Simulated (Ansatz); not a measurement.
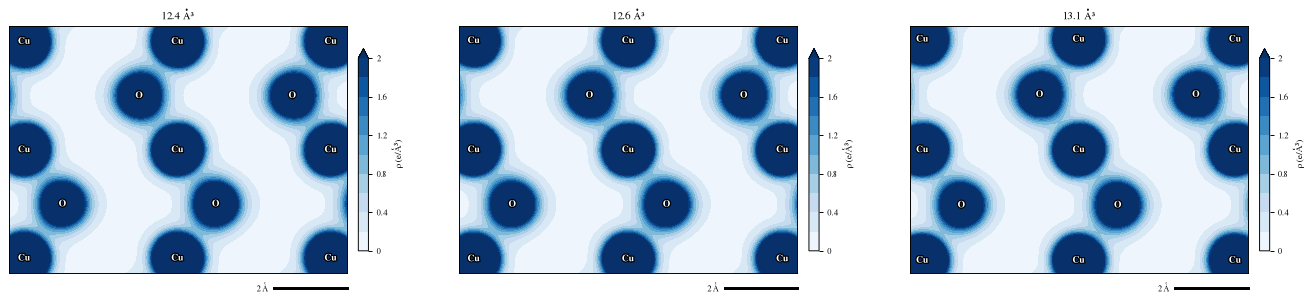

Cu2O. The valence electron density of cells scaled evenly to different volumes (given per atom above each panel), on the (011̄) plane of each (indices in the axes of the cell below), at one length scale and on one colour scale.

Computed with Kohn-Sham DFT of a periodic cell, PBE, Ansatz PAW small core (Ansatz 0.2.0).

Core electrons are frozen (PAW), and the valence fields are smoothed inside the atomic spheres.

The largest cell:

```cif
data_structure
_symmetry_space_group_name_H-M 'P 1'
_symmetry_Int_Tables_number 1
_cell_length_a 4.2882
_cell_length_b 4.2882
_cell_length_c 4.2882
_cell_angle_alpha 90.000
_cell_angle_beta 90.000
_cell_angle_gamma 90.000
_cell_volume 78.85
loop_
_atom_site_label
_atom_site_type_symbol
_atom_site_fract_x
_atom_site_fract_y
_atom_site_fract_z
_atom_site_occupancy
Cu1 Cu 0.75000 0.25000 0.75000 1
Cu2 Cu 0.75000 0.75000 0.25000 1
Cu3 Cu 0.25000 0.75000 0.75000 1
Cu4 Cu 0.25000 0.25000 0.25000 1
O1 O 0.50000 0.50000 0.50000 1
O2 O 0.00000 0.00000 0.00000 1
```

| volume (Å³/atom) | Cu–O contact in the plane (Å) | ρ at its midpoint (e/Å³) | pressure (GPa) | gap on the mesh (eV) | 
| --- | --- | --- | --- | --- |
| 12.37 | 1.820 | 0.878 | 8.9 | 0.63 | 
| 12.63 | 1.832 | 0.849 | 5.9 | 0.58 | 
| 12.88 | 1.845 | ? | ? | ? | 
| 13.14 | 1.857 | 0.796 | 0.8 | 0.49 | 

Estimate the missing row, and compare with the calculation.

Answer. Over the known rows ln ρ falls by 2.64 per Å of Cu–O distance (a least-squares line), which gives 0.821 e/Å³ at 1.845 Å; the calculation gives 0.822 e/Å³. For the pressure, a straight line in volume between the neighbouring rows gives 3.4 GPa; the calculation gives 3.2. For the gap on the mesh, a straight line in volume between the neighbouring rows gives 0.54 eV; the calculation gives 0.53.
